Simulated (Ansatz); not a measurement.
# Run report: W, single-point calculation

The run: single-point calculation of W (slab, 6 atoms in the cell). Method and program: DFT PBE, scalar-relativistic, plane waves, PAW, no spin polarisation (Ansatz 0.2.0).

The structure derives from an entry of the Crystallography Open Database. It belongs to a series of runs on one base structure; here: (1 0 0) slab cut from the bulk.

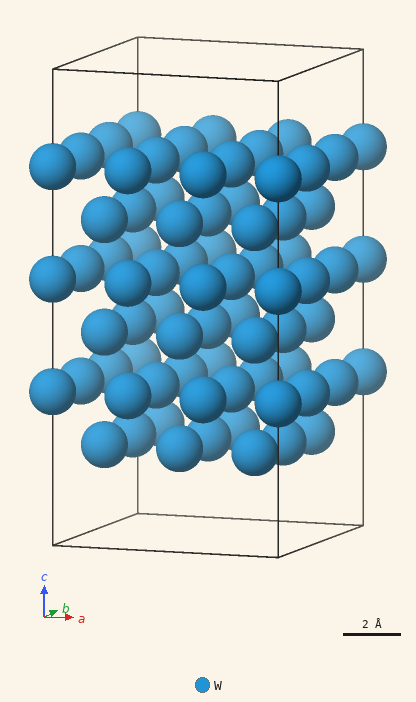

**Figure 1.** The structure (spheres-only view of the 3 × 3 repeat of the cell, with the vacuum cut short, seen slightly off an axis). An atom can appear more than once, as a periodic image.

The input:
```yaml
crystal:
  lattice:
    - [2.8545944811, 0.0, 0.0]
    - [0.0, 2.8545944811, 0.0]
    - [0.0, 0.0, 25.0925155756]
  atoms:
    - { symbol: W, position: [0.5, 0.5, 0.2988939063] }
    - { symbol: W, position: [0.0, 0.0, 0.3793363438] }
    - { symbol: W, position: [0.5, 0.5, 0.4597787813] }
    - { symbol: W, position: [0.0, 0.0, 0.5402212187] }
    - { symbol: W, position: [0.5, 0.5, 0.6206636562] }
    - { symbol: W, position: [0.0, 0.0, 0.7011060937] }
basis:
  ecutwfc: 420
kpoints:
  mp_grid: { grid: [12, 12, 1] }
hamiltonian:
  xc: pbe
scf:
  occupations: { method: gaussian, width: 0.1 }
output:
  forces: true
  stress: true
  eigenvalues: true
  write_density: true
  write_potential: true
  elf: true
  volumetric_format: npy
efield:
  axis: 3
  dipole_correction: true
  ramp_width: 0.04
```

Run on 1 thread of Intel Xeon @ 2.50GHz (Skylake/Cascade Lake), 189 GiB of memory available, shared host.

Launched with:
```bash
ansatz run input.yaml --threads 1 --pin off --max-ram 2560MiB --backend cpu --events-out ev --progress --plain --runs-dir out
```

The program's output:
```
Engine: ansatz 0.2.0, x86_64-unknown-linux-gnu
Pseudopotentials: kind: paw
Pseudopotential: W, paw, valence charge 14, recommended cutoff 420 eV (normal), W.paw.azcp
Functional definition: PBE
  parameter kappa = 0.804
  parameter beta = 0.06672455060314922
  exchange = pbe_x(kappa = kappa, mu = beta*pi^2/3)
  correlation = pbe_c(beta = beta)
Crystal: 6 atoms, lattice volume = 204.472 Å³
Basis set: ecut = 420 eV, 4023 PW (Γ), exchange–correlation on 40×40×360 points (8 copies of the dense FFT grid, shifted against one another)
Bands: 51, of which v1, the nominal top of the filled ones, is band 42 counted from 1 (41 counted from 0)
Symmetry: 8 space group operations
k-points: 28 of 144
Non-local potential: W, projectors of the file, l = 0: 3, l = 1: 2, l = 2: 2, l = 3: 1
PAW form: soft (Blöchl's): semilocal exchange-correlation on the pseudo side does not see the compensation charge
PAW one-centre angular grid: W, 590 points (default); XC on 64 Gauss nodes
Initial density: superposition of atomic densities (neutral atoms: chi_scale 0, normalization atom), corrected by the library's trained network
Initial wavefunctions: pseudopotential atomic-orbital guess
Functional: x = pbe(κ = 0.804, μ = 0.2195149727645171), c = pbe(β = 0.06672455060314922)
SCF iter   1: F=—  HF=-62302.762139 eV  |F-HF|=—  |Δ(HF+E_count)|=         —  Δρ=1.14e-2  dr2=4.98e0  ethr=1.77e-3  p=-0.000 e·Å  D=-5.52e-14 V/Å  ΔV_dip=0.00 eV  dr2_dipole=2.08e-6  V_vac-E_F(+/−)=4.58/4.58 eV  ⟨swp⟩=8.2  Hψ=6502  notcnv=0
efield: sawtooth ramp at fractional position 0.9800 (placed from the atoms, in the widest stretch of the axis that holds none; the zero of the levels goes with the place), width 0.0400; the density the first Hamiltonian is built on has a dipole p = -0.000 e·Å; the dipole correction subtracts the counter field D = -5.52e-14 V/Å, which shifts the + side's vacuum level by +0.00 eV against the − side's; the planar-averaged density in the ramp window peaks in size at 1.2e-5 e/Å³
preconditioner: auto → LDOS  [metal: Δε(μ)=0.029 eV  Ē_g=4.126 eV  σ=0.100 eV  W_gap=0.16  n_scr=46 (ndim 8)  ℏωp=15.6 eV  f_vac=0.444  D(μ)=8.85/eV (n_scr^D=74)  β→1.0]
SCF iter   2: F=—  HF=-62302.671006 eV  |F-HF|=—  |Δ(HF+E_count)|=   9.11e-2  Δρ=2.84e-3  dr2=9.83e-2  ethr=1.77e-3  p=-0.000 e·Å  D=-4.54e-7 V/Å  ΔV_dip=0.00 eV  dr2_dipole=9.63e-6  V_vac-E_F(+/−)=4.56/4.56 eV  ⟨swp⟩=1.2  Hψ=1660  notcnv=0  defer=19
SCF iter   3: F=—  HF=-62302.668833 eV  |F-HF|=—  |Δ(HF+E_count)|=   2.17e-3  Δρ=9.31e-4  dr2=1.26e-2  ethr=1.17e-4  p=-0.000 e·Å  D=-3.14e-6 V/Å  ΔV_dip=0.00 eV  dr2_dipole=3.49e-7  V_vac-E_F(+/−)=4.59/4.59 eV  ⟨swp⟩=2.0  Hψ=1673  notcnv=0  defer=42
SCF iter   4: F=—  HF=-62302.668722 eV  |F-HF|=—  |Δ(HF+E_count)|=   1.11e-4  Δρ=3.27e-4  dr2=3.87e-4  ethr=1.50e-5  p=-0.000 e·Å  D=-3.63e-6 V/Å  ΔV_dip=0.00 eV  dr2_dipole=7.91e-9  V_vac-E_F(+/−)=4.60/4.60 eV  ⟨swp⟩=1.9  Hψ=1669  notcnv=0  defer=42
SCF iter   5: F=—  HF=-62302.668754 eV  |F-HF|=—  |Δ(HF+E_count)|=   3.19e-5  Δρ=1.55e-4  dr2=1.44e-4  ethr=4.60e-7  p=-0.000 e·Å  D=-1.91e-6 V/Å  ΔV_dip=0.00 eV  dr2_dipole=4.61e-11  V_vac-E_F(+/−)=4.60/4.60 eV  ⟨swp⟩=3.2  Hψ=2541  notcnv=0  defer=42
SCF iter   6: F=—  HF=-62302.668771 eV  |F-HF|=—  |Δ(HF+E_count)|=   1.75e-5  Δρ=5.35e-5  dr2=5.43e-6  ethr=1.71e-7  p=-0.000 e·Å  D=-4.85e-7 V/Å  ΔV_dip=0.00 eV  dr2_dipole=1.13e-12  V_vac-E_F(+/−)=4.60/4.60 eV  ⟨swp⟩=2.2  Hψ=1873  notcnv=0  defer=42
SCF iter   7: F=—  HF=-62302.668449 eV  |F-HF|=—  |Δ(HF+E_count)|=   3.23e-4  Δρ=1.86e-5  dr2=8.56e-7  ethr=6.47e-9  p=-0.000 e·Å  D=-1.32e-7 V/Å  ΔV_dip=0.00 eV  dr2_dipole=5.45e-12  V_vac-E_F(+/−)=4.60/4.60 eV  ⟨swp⟩=2.7  Hψ=2560  notcnv=0  defer=36
SCF iter   8: F=—  HF=-62302.668449 eV  |F-HF|=—  |Δ(HF+E_count)|=   6.80e-7  Δρ=7.09e-6  dr2=1.19e-7  ethr=1.02e-9  p=-0.000 e·Å  D=-6.97e-8 V/Å  ΔV_dip=0.00 eV  dr2_dipole=4.81e-12  V_vac-E_F(+/−)=4.60/4.60 eV  ⟨swp⟩=2.4  Hψ=2030  notcnv=0  defer=35
SCF iter   9: F=-62302.668450 eV  HF=-62302.668450 eV  |F-HF|=1.94e-8  |Δ(HF+E_count)|=   1.11e-7  Δρ=2.64e-6  dr2=1.28e-8  ethr=1.19e-10  p=-0.000 e·Å  D=-2.89e-8 V/Å  ΔV_dip=0.00 eV  dr2_dipole=1.95e-14  V_vac-E_F(+/−)=4.60/4.60 eV  ⟨swp⟩=19.5  Hψ=12286  notcnv=0
SCF 1 converged in 9 iterations: F = -62302.668450 eV  dr2 = 1.28e-8
  greatest PAW one-centre occupation: 1.000 electrons in one spin orbital (limit 2), on the W atom at site 5 (counted from 0), in its partial waves of l = 0
```

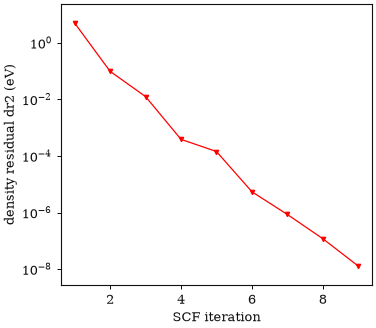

**Figure 2.** Convergence of the self-consistent field: density residual dr2 against the SCF iteration. The residual falls at every step.

```
WARN: The output density's exchange-correlation potential varies sharply where the density is thin. Do not read a vacuum level from v_tot or v_xc, or from such a field of the output density. On a cell that repeats whose density bears no net charge and no dipole along the vacuum's axis use v_es (v_loc + v_h of the components); under efield.dipole_correction with no amplitude use v_es + v_field, which holds any external_charges[].barrier, or the levels of the report's work_function block, which leave it out; under a non-zero efield.amplitude the vacuum is tilted and has no level; on a cell that repeats and bears such a dipole with no correction it is tilted too, and efield.dipole_correction with no amplitude gives each side of its ramp a level where efield: is served; in a cell that repeats whose density bears a net charge (total_charge, or a fill off its count) it is curved and has none; of a slab under crystal.periodic whose density bears no net charge use v_es, which has a level on each side, short of where the two are joined; of another it falls or rises all the way out and has none; of a slab beside external_charges read slab_vacuum_level instead, which it has where they leave it neutral. The grid or the basis barely resolves most such structure, and the values can differ between equally converged runs; as a rule a tighter scf.convergence.dr2_threshold does not remove it. Where the density itself ripples (under the LDA too) a higher basis.ecutwfc lessens it. The files hold the spikes' plane waves up to the density's cutoff. Files: v_tot_of_output_density and the like, and their columns of v_z.tsv (output.write_potential); v_xc_of_output_density and the like, and their columns of v_comp_z.tsv (output.write_potential_components). Measured: with its Gaussian average of σ = 0.25 Å subtracted twice, the exchange-correlation potential is over 0.1 eV at 380 of the grid points where the equally averaged density (valence and model cores) is under 1e-3 e/Å³, and 1.25 eV at the most among them, at an averaged density of 6.6e-8 e/Å³. The input density's (outcome.potential() and, of a run that writes arrays, v_tot and v_xc) is over 0.1 eV, so measured, at 74 points of its own thin density, 0.139 eV at the most. See output.write_potential in the manual, Limitations
SCF converged after 9 iterations
Free energy (F): -62302.668450 eV
Harris-Foulkes:  -62302.668450 eV  (|F-HF|=1.94e-8)
Internal energy: -62302.610268 eV  (E = F + TS)
E sigma→0 (E₀):  -62302.639359 eV
Entropy (-TS):   -0.058182 eV (-9.697 meV/atom)
Fermi energy:    8.033139 eV
Dipole field:    D = 0.000000 V/Å  (p = 0.000000 e·Å, saw-weighted, corrected)
Work function:   Φ+ = 4.6047 eV   Φ− = 4.6047 eV
Levels:          The Fermi level and band energies are counted from a zero that moves with the ramp; work functions are not
--- Per-component energies (eV) ---
  E_band       = -1667.413735
  E_kinetic    = 2683.506607
  E_local      = -92676.653916  (includes V_loc(G=0)·N_el)
  E_nonlocal   = 7.865977
  E_hartree    = 45243.787471
  E_xc         = -1592.273574
  E_vxc        = -1420.411958  (∫ρ·V_xc dr)
  E_paw        = -51374.711480  (= ΣΔE_a)
  E_vpaw       = -749.312789  (= ΣTr[D̂ρ^β])
  E_aug_tail   = -0.000341  (compensation charges beyond the density's cutoff)
  E_efield     = 0.000000  (sawtooth field / dipole correction)
  E_vefield    = 0.000000  (∫n·V_field dr)
  E_ewald      = 35405.868988
  E_smearing   = -0.058182  (= −TS)
  E_closure    = -0.000000  (closes the sum)
  Σ components = -62302.668450   (vs F -62302.668450, Δ=0.00e0)
--- Forces (eV/Å), atoms counted from 1 ---
  atom   1  W      0.00000000     0.00000000     0.01829112
  atom   2  W     -0.00000000     0.00000000     0.01322261
  atom   3  W      0.00000000     0.00000000     0.05428090
  atom   4  W      0.00000000     0.00000000    -0.05428089
  atom   5  W      0.00000000     0.00000000    -0.01322257
  atom   6  W      0.00000000     0.00000000    -0.01829120
  max |Σ_I F_I| component: 2.84e-8 eV/Å
--- Stress (GPa, compression-positive) ---
       -6.853397       0.000000       0.000000
        0.000000      -6.853397       0.000000
        0.000000       0.000000      -0.293612
  P = ⅓ Tr σ = -4.6668 GPa (-46.668 kbar)
--- Band table (eV; the first three rows and the last of 28) ---
  k-point 0: bands = ["-65.8476", "-65.8476", "-65.6279", "-65.6252", "-65.4788", "-65.4112", "-30.4057", "-30.3751", "-30.0989", "-29.8857", "-29.7731", "-29.7731", "-29.7689", "-29.7689", "-29.6220", "-29.5962", "-29.5962", "-29.5470", "-29.5470", "-29.4164", "-29.4164", "-29.3311", "-29.2636", "-29.2636", "-0.6529", "0.1909", "1.4668", "2.5772", "2.6718", "2.8557", "3.6491", "4.0375", "4.7565", "5.6030", "6.4419", "7.1351", "7.1743", "7.3531", "7.6294", "7.6294", "8.1436", "8.1436", "8.3591", "8.8793", "9.1059", "9.1059", "9.4075", "10.1147", "10.3462", "10.3462", "10.4103"]
  k-point 1: bands = ["-65.8449", "-65.8449", "-65.6253", "-65.6228", "-65.4758", "-65.4104", "-30.3919", "-30.3678", "-30.1079", "-29.9262", "-29.8029", "-29.7882", "-29.7659", "-29.7622", "-29.6688", "-29.6297", "-29.5905", "-29.5457", "-29.5446", "-29.4663", "-29.4152", "-29.3180", "-29.2972", "-29.2655", "-0.4567", "0.3687", "1.6244", "2.7360", "2.8389", "3.0265", "3.7929", "4.1682", "4.8632", "5.6761", "6.4840", "7.0120", "7.1535", "7.3376", "7.5549", "7.6956", "7.9570", "8.1460", "8.3529", "8.5983", "8.8983", "8.9865", "9.6674", "9.7425", "10.0231", "10.2042", "10.5474"]
  k-point 2: bands = ["-65.8376", "-65.8375", "-65.6182", "-65.6163", "-65.4675", "-65.4084", "-30.3566", "-30.3504", "-30.1437", "-30.0338", "-29.8978", "-29.8455", "-29.7494", "-29.7461", "-29.7436", "-29.7252", "-29.5928", "-29.5747", "-29.5423", "-29.5382", "-29.4116", "-29.3652", "-29.3204", "-29.2716", "0.0997", "0.8551", "2.0165", "3.0835", "3.2554", "3.4179", "4.2312", "4.5929", "5.2369", "5.9082", "6.5164", "6.7460", "6.8563", "7.4189", "7.4291", "7.6789", "7.8753", "7.9939", "8.1205", "8.5576", "8.6652", "8.7455", "8.7718", "9.4032", "10.2132", "10.2193", "10.2810"]
  k-point 27: bands = ["-65.7732", "-65.7732", "-65.5544", "-65.5544", "-65.3817", "-65.3817", "-30.3800", "-30.3800", "-30.3605", "-30.3605", "-30.1680", "-30.1680", "-30.0680", "-30.0680", "-30.0563", "-30.0563", "-29.8975", "-29.8975", "-29.7917", "-29.7917", "-29.7003", "-29.7003", "-29.6201", "-29.6201", "2.7944", "2.7944", "3.4644", "3.4644", "3.7343", "3.7343", "4.3008", "4.3008", "4.3777", "4.3777", "5.5251", "5.5251", "7.0167", "7.0167", "8.8233", "8.8233", "9.4281", "9.4281", "10.7566", "10.7566", "11.0148", "11.0148", "11.8973", "11.8973", "12.3122", "12.3122", "13.6083"]
```

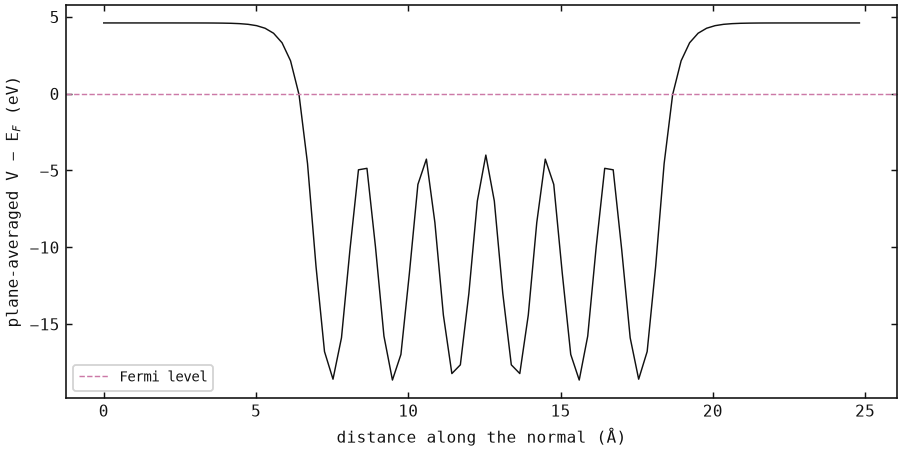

**Figure 3.** Plane average of the electrostatic potential energy of an electron across the cell, from the Fermi level. The vacuum level lies 4.60 eV above the Fermi level.

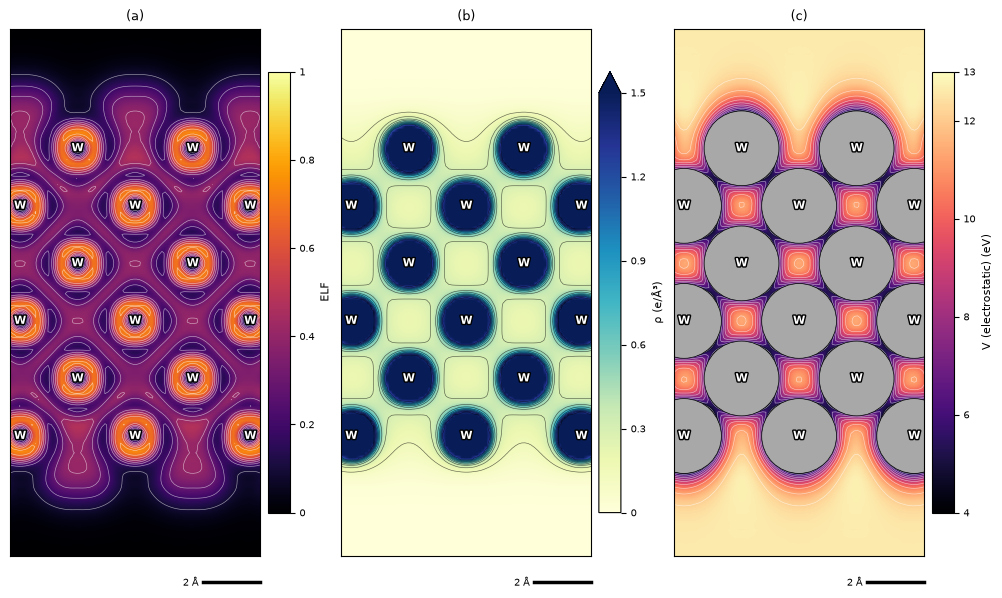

**Figure 4.** (a) electron localisation function; (b) valence charge density (pseudo); (c) electrostatic potential (local pseudopotential plus Hartree) felt by an electron on the (11̄0) plane of the calculation cell, a cut from vacuum to vacuum. Grey discs, where drawn, cover atomic cores. W–W (2.85 Å): the density is about 0.35 e/Å³ at the midpoint; the ELF is about 0.35 at the midpoint (nearly free electrons, as in a simple metal). The density dies away to nearly zero in the vacuum. The strong features right at W lie inside the PAW spheres (semicore, d or f shells) and say nothing about bonding. The fields are those of the smooth PAW valence density.

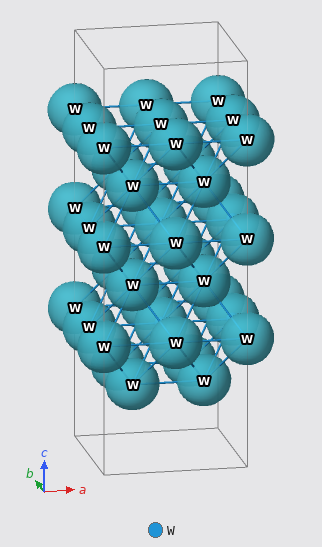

**Figure 5.** Isosurface of the valence charge density (pseudo) at 0.6 e/Å³ (cyan), seen slightly off an axis. Sticks mark near contacts. At this value the density breaks into separate islands; it holds about 70 % of the electrons treated as valence (semicore included). It is pinched off along the W–W (2.85 Å) contacts. On the grid the lowest density along these lines, outside the cores, is 0.35 e/Å³ (W–W, 2.85 Å).

Results in brief:

| quantity | value |
| --- | --- |
| outcome | converged |
| electrons treated | 84 |
| free energy | −62302.6684 eV |
| work function, top face | 4.60 eV |
| work function, bottom face | 4.60 eV |
| Fermi energy | 8.033 eV |
| gap on the k-point mesh | none (metallic) |
| work function (upper face) | 4.60 eV |
| largest force (length of the vector) | 0.054 eV/Å |
| wall time | 64 s |
| peak memory | 0.51 GiB |

The program warns: the exchange-correlation potential is rough where the density is thin. Spin–orbit coupling is left out, which matters for W.
